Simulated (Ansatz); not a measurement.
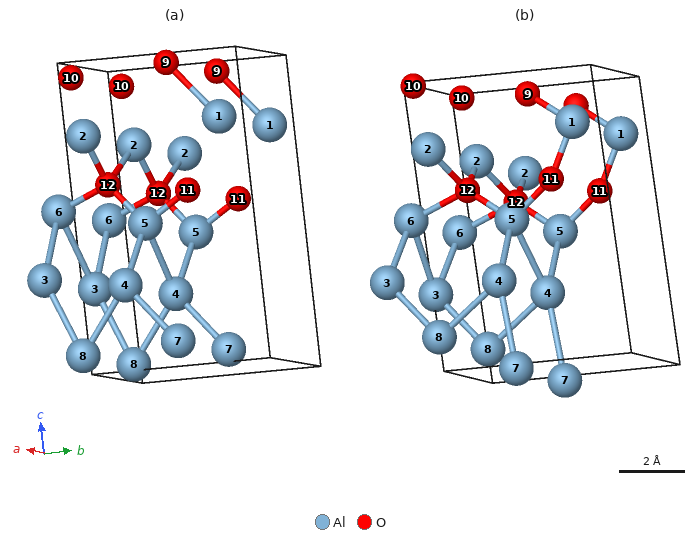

The structure of crystalline Al₂O (a generated structure, set up in P1) (coarse preliminary run) before (left) and after (right) a relaxation, at one scale.

The picture is a ball-and-stick view of the cell of the calculation, repeated 2 × 1 × 1 with one cell outlined, seen from a free direction.

Computed with Ansatz, DFT PBE, scalar-relativistic, plane waves, PAW. (plane-wave cutoff 420 eV; k-point mesh 6 × 4 × 2; occupations gaussian; smearing width 0.1 eV; no spin polarisation; cell and atoms relaxed; force threshold 0.04 eV/Å; at most 70 steps)

Q: Summarise the run.

A: After 16 accepted moves (22 points after the start) the energy has fallen by 196 meV per atom. The largest force component goes from 0.91 to 0.026 eV/Å. The pressure goes from −0.99 to −0.04 GPa. The line search rejected the trial steps at points 12, 15, 17, 20 of the run. The SCF was repeated twice at an unchanged geometry on a basis and grid sized afresh for the cell, which shifted the energy by 0.7 meV per atom at most. The atom that moves furthest relative to the cell is Al7 (1.28 Å along [0 −3 −2]). By element the largest moves are Al 1.28 Å, O 0.62 Å. Cell: a 3.109 → 3.043 Å (−2.1 %), b 6.236 → 6.608 Å (+6.0 %), c 9.908 → 9.164 Å (−7.5 %), α 97.1° → 98.0°, β 93.6° → 90.0°, γ 91.7° → 90.2°. Volume −4.0 %. Among the contacts that change: Al3–Al7 2.785 → 3.716 Å, Al1–O11 2.657 → 1.883 Å, Al1–O9 2.357 → 1.852 Å, Al2–O12 2.301 → 1.963 Å. New bonds form: Al1–O11 (2.66 → 1.88 Å). Bonds break: Al3–Al7 (2.79 → 3.72 Å). Among the angles between lasting bonds that change: Al3–Al8–Al4 64.2° → 98.0°, Al1–O9–Al7 95.3° → 122.5°, Al5–O11–Al6 138.1° → 113.4°. The space group stays P1 (No. 1).
